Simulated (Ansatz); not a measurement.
# Calculations on Ga9As8

### Relaxation

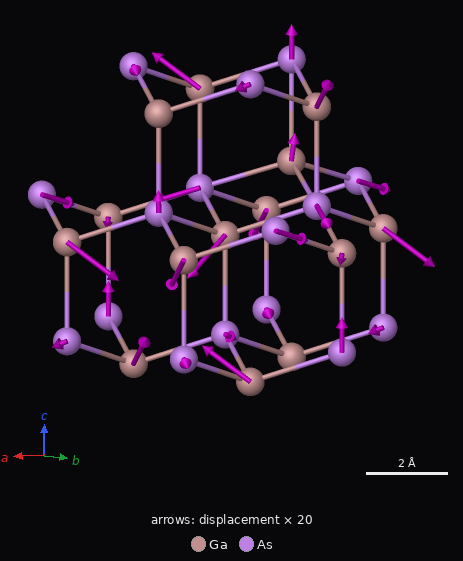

A relaxation of a defect cell of composition Ga9As8. The starting structure is drawn; purple arrows show the displacements, 20 times their true length.

The picture is a ball-and-stick view of the atoms within 5.0 Å of the atom that moves most (axes of the conventional cell (3 times the calculation's cell)), seen from a free direction. Lengths and directions refer to the drawn axes.

It is an interstitial Ga in F-43m GaAs. The run prepares the start of a later molecular dynamics calculation, from a guessed geometry.

All numbers below come from Ansatz, DFT PBE, scalar-relativistic, plane waves, PAW.

The input:
```yaml
accuracy: low
crystal:
  lattice:
    - [0.0, 5.750182, 5.750182]
    - [5.750182, 0.0, 5.750182]
    - [5.750182, 5.750182, 0.0]
  atoms:
    - { symbol: Ga, position: [0.0, 0.0, 0.0] }
    - { symbol: As, position: [0.125, 0.125, 0.125] }
    - { symbol: Ga, position: [0.0, 0.0, 0.5] }
    - { symbol: As, position: [0.125, 0.125, 0.625] }
    - { symbol: Ga, position: [0.0, 0.5, 0.0] }
    - { symbol: As, position: [0.125, 0.625, 0.125] }
    - { symbol: Ga, position: [0.0, 0.5, 0.5] }
    - { symbol: As, position: [0.125, 0.625, 0.625] }
    - { symbol: Ga, position: [0.5, 0.0, 0.0] }
    - { symbol: As, position: [0.625, 0.125, 0.125] }
    - { symbol: Ga, position: [0.5, 0.0, 0.5] }
    - { symbol: As, position: [0.625, 0.125, 0.625] }
    - { symbol: Ga, position: [0.5, 0.5, 0.0] }
    - { symbol: As, position: [0.625, 0.625, 0.125] }
    - { symbol: Ga, position: [0.5, 0.5, 0.5] }
    - { symbol: As, position: [0.625, 0.625, 0.625] }
    - { symbol: Ga, position: [0.2524385, 0.7542722, 0.2407989] }
basis:
  ecutwfc: 420.0
kpoints:
  mp_grid: { grid: [2, 2, 2] }
hamiltonian:
  xc: pbe
scf:
  occupations: { method: fermi_dirac, width: 0.15 }
  lower_state_search: "off"
relax:
  f_tol: 0.08
  max_steps: 25
  adjacent_minimum: "off"
```

Launched with:
```bash
ansatz run input.yaml --threads 2 --pin off --max-ram 5120MiB --backend cpu --events-out ev --progress --plain --runs-dir out
```

**What did the optimiser do to the structure, and how much energy did it gain?**

The largest moves, 0.082 Å, are those of Ga1, Ga9 and Ga13. Ga1 goes roughly along [3 1 −1]. Largest moves by element: Ga 0.082 Å, As 0.063 Å. The cell stays as it was. Some distances before and after: As2–Ga17 2.462 → 2.541 Å, As14–Ga17 2.474 → 2.544 Å, As2–Ga9 2.490 → 2.559 Å, As2–Ga3 2.490 → 2.553 Å. Bond angles that change, for instance: As10–Ga9–As12 109.5° → 113.7°, Ga1–As10–Ga11 109.5° → 111.6°, Ga1–As4–Ga3 109.5° → 107.4°. After 2 geometry steps the energy has fallen by 0.324 eV per cell of the calculation. Largest force component: 0.95 eV/Å at the start, 0.038 eV/Å at the end. The run took 18 s on 2 threads of Intel(R) Xeon(R) 6975P-C (Granite Rapids), on a shared host, peak memory 1.1 GiB.

Limits of the set-up: the k-point mesh is coarse for a cell with partly filled bands; the program's low-accuracy preset was used; the periodic images lie only 8.1 Å apart, so the values are limited by the cell's size.

### Energy conservation

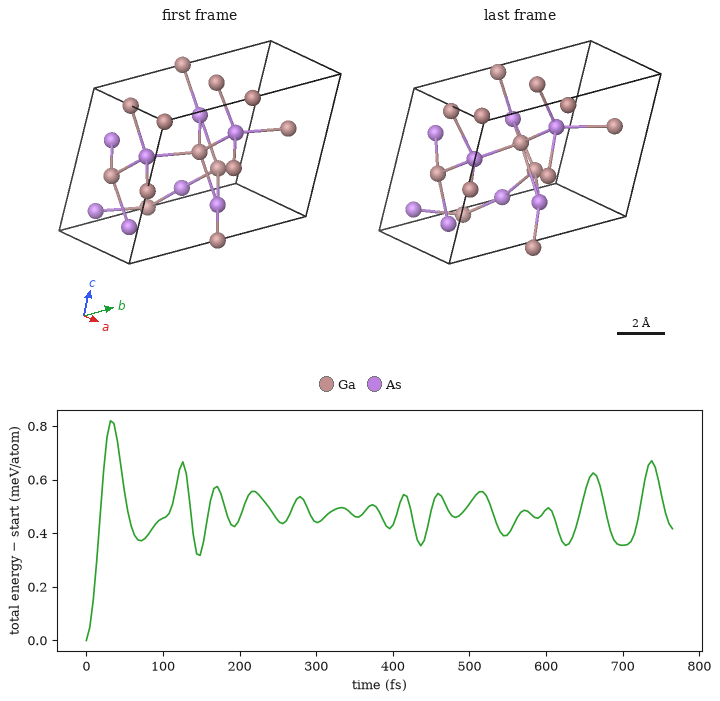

First-principles dynamics of GaAs with an interstitial Ga (17 atoms in the cell), 765 fs long. Style: ball-and-stick. Shown: the reduced simulation cell, slightly off an axis. Bonds to atoms that aren't drawn are left out. Lengths and directions refer to the drawn axes.

Method: DFT PBE, scalar-relativistic, plane waves, PAW (Ansatz). Run with plane-wave cutoff 420 eV; k-point mesh 2 × 2 × 2; Fermi-Dirac smearing 0.15 eV; low-accuracy preset; constant energy (NVE); velocities drawn for 1200 K; time step 4.5 fs.

The input:
```yaml
accuracy: low
crystal:
  lattice:
    - [0.0, 5.750182, 5.750182]
    - [5.750182, 0.0, 5.750182]
    - [5.750182, 5.750182, 0.0]
  atoms:
    - { symbol: Ga, position: [-0.00720707, 0.00712347, -0.00704702] }
    - { symbol: As, position: [0.12175056, 0.13449054, 0.12201044] }
    - { symbol: Ga, position: [-0.00656042, 0.00664125, 0.50647988] }
    - { symbol: As, position: [0.12838566, 0.12403338, 0.62363167] }
    - { symbol: Ga, position: [0.00063067, 0.50105921, -0.00233287] }
    - { symbol: As, position: [0.12190435, 0.62183569, 0.12210157] }
    - { symbol: Ga, position: [-0.00643726, 0.49355401, 0.50635547] }
    - { symbol: As, position: [0.12277725, 0.62276788, 0.63167775] }
    - { symbol: Ga, position: [0.50712834, 0.00712111, -0.00704457] }
    - { symbol: As, position: [0.62356224, 0.12361553, 0.12925863] }
    - { symbol: Ga, position: [0.49979339, -0.0003514, 0.5007688] }
    - { symbol: As, position: [0.62394924, 0.12403582, 0.62363295] }
    - { symbol: Ga, position: [0.50704075, 0.49287598, -0.00695737] }
    - { symbol: As, position: [0.63414848, 0.6218404, 0.12210417] }
    - { symbol: Ga, position: [0.50652438, 0.49355767, 0.50635186] }
    - { symbol: As, position: [0.62402996, 0.62825814, 0.62367947] }
    - { symbol: Ga, position: [0.25101798, 0.75181351, 0.24612806] }
basis:
  ecutwfc: 420.0
kpoints:
  mp_grid: { grid: [2, 2, 2] }
hamiltonian:
  xc: pbe
scf:
  occupations: { method: fermi_dirac, width: 0.15 }
  lower_state_search: "off"
md:
  timestep: 4.5
  n_steps: 170
  ensemble: nve
  temperature: 1200.0
  initial_velocities: maxwell_boltzmann
  seed: 813794
```

Run as
```bash
ansatz run input.yaml --threads 2 --pin off --max-ram 5120MiB --backend cpu --events-out ev --progress --plain --runs-dir out
```

How well is the energy conserved, and can the run be trusted?

The total energy stays between 0 and 0.82 meV per atom of its start. A straight-line fit has a slope that amounts to +0.0044 meV per atom over 765 fs (under 0.1 % of the mean kinetic energy), and the ripple about it is 0.7 % of the kinetic energy's fluctuation. With a drift under 2 % and a ripple under 7 %, the integration is accurate. The mean temperature in the second half is 570 K (standard deviation 94 K). The first frame carries almost no forces, so kinetic energy first flows into potential energy: the temperature drops from 1200 to 399 K within 40 fs, and without a thermostat its mean stays below the start. The potential energy in the second half lies on average 77.1 meV per atom above the first frame.

Limits of the set-up: the k-point mesh is coarse for a cell with partly filled bands; the program's low-accuracy preset was used; the periodic images lie only 8.1 Å apart, so the values are limited by the cell's size.

Cost: 17 min on 2 threads of Intel(R) Xeon(R) 6975P-C (Granite Rapids) (shared host), peak memory 1.4 GiB.

### Energy conservation

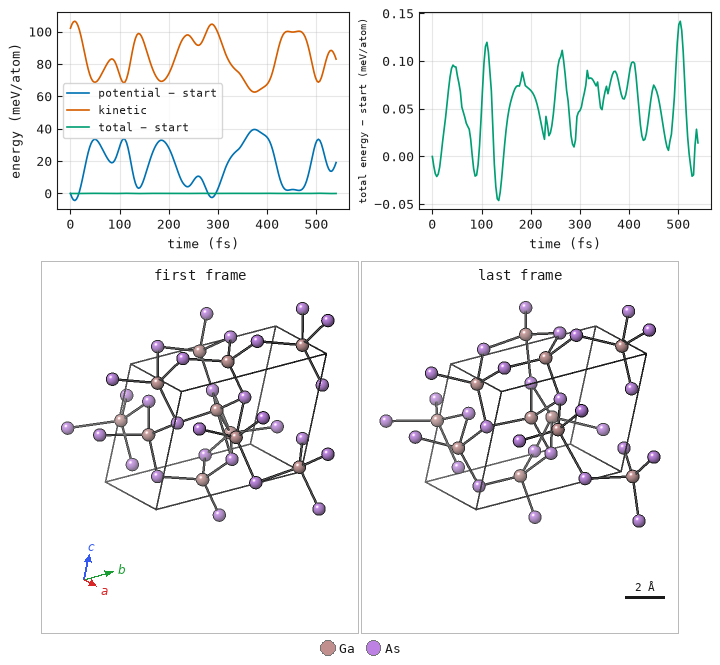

A Born-Oppenheimer molecular dynamics run of GaAs with an interstitial Ga (17 atoms in the cell), 540 fs long. It starts from the last geometry of an earlier run, with fresh velocities. A ball-and-stick model of the reduced simulation cell, seen slightly off an axis. Bonds to atoms that aren't drawn are left out. Lengths and directions refer to the drawn axes.

All numbers below come from DFT PBE, scalar-relativistic, plane waves, PAW (Ansatz 0.2.0). Settings: plane-wave cutoff 420 eV; k-point mesh 2 × 2 × 2; Fermi-Dirac smearing 0.002 eV; low-accuracy preset; constant energy (NVE); velocities drawn for 840 K; time step 3 fs.

Input file:
```yaml
accuracy: low
crystal:
  lattice:
    - [0.0, 5.750182, 5.750182]
    - [5.750182, 0.0, 5.750182]
    - [5.750182, 5.750182, 0.0]
  atoms:
    - { symbol: Ga, position: [-0.02308687, -0.01032701, 0.0360839] }
    - { symbol: As, position: [0.12384026, 0.11769099, 0.13865191] }
    - { symbol: Ga, position: [0.01781354, 0.00915243, 0.52235333] }
    - { symbol: As, position: [0.1089504, 0.14485516, 0.66220953] }
    - { symbol: Ga, position: [0.02161873, 0.47437493, -0.03940698] }
    - { symbol: As, position: [0.15370793, 0.62288009, 0.06402532] }
    - { symbol: Ga, position: [-0.04106613, 0.48786285, 0.44548859] }
    - { symbol: As, position: [0.0814019, 0.60505913, 0.6024288] }
    - { symbol: Ga, position: [0.54474302, -5.865e-05, -0.03396693] }
    - { symbol: As, position: [0.61659133, 0.11750549, 0.15263196] }
    - { symbol: Ga, position: [0.50519464, 0.03192713, 0.50755939] }
    - { symbol: As, position: [0.63956768, 0.16841657, 0.59544484] }
    - { symbol: Ga, position: [0.56417763, 0.47284307, 0.00041899] }
    - { symbol: As, position: [0.65473303, 0.61868627, 0.14662412] }
    - { symbol: Ga, position: [0.43950934, 0.51961505, 0.54626939] }
    - { symbol: As, position: [0.5843712, 0.64262267, 0.64930622] }
    - { symbol: Ga, position: [0.26315526, 0.72841929, 0.24369037] }
basis:
  ecutwfc: 420.0
kpoints:
  mp_grid: { grid: [2, 2, 2] }
hamiltonian:
  xc: pbe
scf:
  occupations: { method: fermi_dirac, width: 0.002 }
  lower_state_search: "off"
  max_iter: 86
md:
  timestep: 3
  n_steps: 180
  ensemble: nve
  temperature: 840.0
  initial_velocities: maxwell_boltzmann
  seed: 700190
```

Run as
```bash
ansatz run input.yaml --threads 2 --pin off --max-ram 5120MiB --backend cpu --events-out ev --progress --plain --runs-dir out
```

Check the integration.

Answer. The total energy stays between −0.046 and 0.14 meV per atom of its start. A straight-line fit has a slope that amounts to +0.024 meV per atom over 540 fs (under 0.1 % of the mean kinetic energy), and the ripple about it is 0.3 % of the kinetic energy's fluctuation. With a drift under 2 % and a ripple under 7 %, the integration is accurate. The smearing is very narrow for so coarse a k-point mesh, which makes the forces of a metal noisy. Over the second half the temperature averages 691 K (spread ±111 K). The potential energy in the second half lies on average 18.2 meV per atom above the first frame.

Limits of the set-up: the k-point mesh is coarse for a cell with partly filled bands; the program's low-accuracy preset was used; the periodic images lie only 8.1 Å apart, so the values are limited by the cell's size.

The run took 28 min on 2 threads of Intel(R) Xeon(R) 6975P-C (Granite Rapids), on a shared host, peak memory 1.4 GiB.
